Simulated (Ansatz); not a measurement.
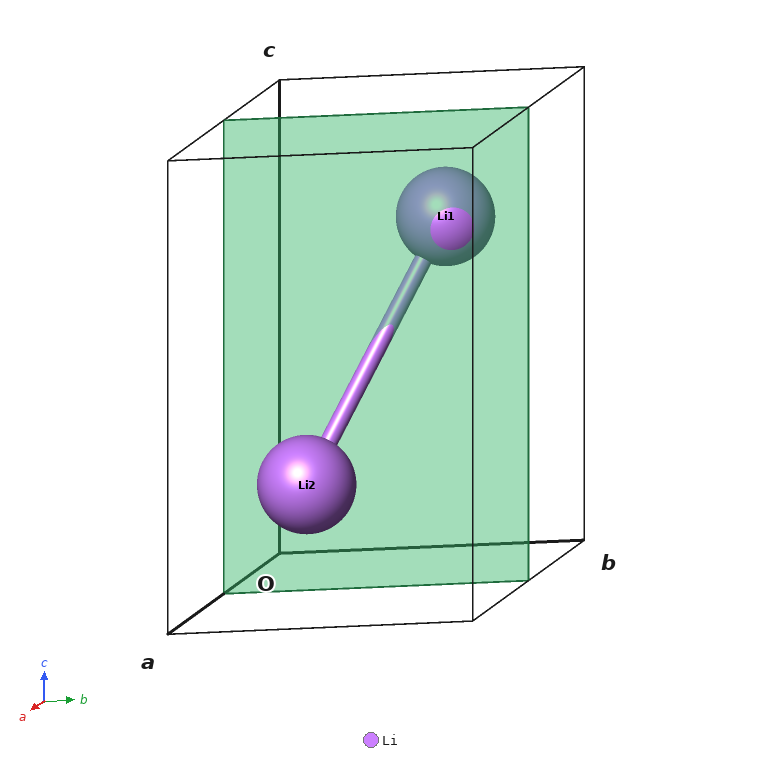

For Li, the geometry relaxed at fixed volume with DFT HSE06, scalar-relativistic, plane waves, PAW in Ansatz; the starting structure was generated, so it need not be a known form of this composition: the shaded plane is a symmetry element of the crystal. The drawing is computed from the coordinates (standard cell, symmetry found to 0.002 Å).

a = 3.085 Å, b = 3.085 Å, c = 4.937 Å, α = 90.00°, β = 90.00°, γ = 120.00°.

| atom | x | y | z |
| --- | --- | --- | --- |
| Li1 | 0.3333 | 0.6667 | 0.7500 |
| Li2 | 0.6667 | 0.3333 | 0.2500 |

**Is it a mirror or a glide plane, and what is the operation?**

It is a glide plane with glide vector (0, 1/2, 1/2), parallel to (1 0 0), through (1/2, 1/2, 1/2): x, y, z → −x+1, −x+y+1, z+1/2.

**Onto which atom does it carry each atom (up to whole multiples of a, b and c)?**

Li1 → Li2, Li2 → Li1.

**What is the crystal's space group?**

P6_3/mmc, No. 194.
